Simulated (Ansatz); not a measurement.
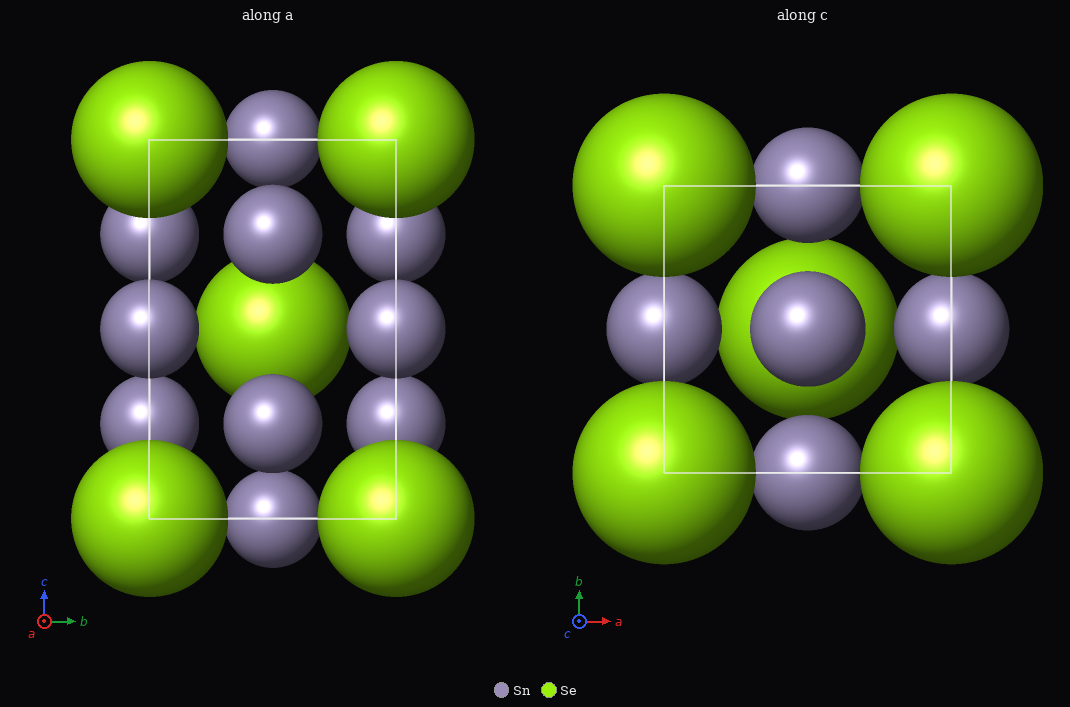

Crystal structure, space-filling style, seen along the a axis and along the c axis. The wireframe shows the conventional unit cell.

Sn3Se, space group I4/mmm (No. 139), a = 5.17 Å, b = 5.17 Å, c = 7.96 Å, α = 90.00°, β = 90.00°, γ = 90.00°.

Level of theory and settings: Ansatz 0.2.0, DFT PBEsol, scalar-relativistic, plane waves, PAW, a kinetic-energy cutoff of 420 eV, k-points about 0.12 Å⁻¹ apart, Gaussian smearing of 0.15 eV, no spin polarisation.

Classify it as metallic or gapped, with the value.

A metal: bands cross the Fermi level.

What is the computed pressure?

The computed pressure is -3.9 GPa (stretched: it would shrink).

The initial geometry was a structure listed in the Materials Project. The cell was then strained or its atoms displaced on purpose. It went into a calculation with Ansatz.
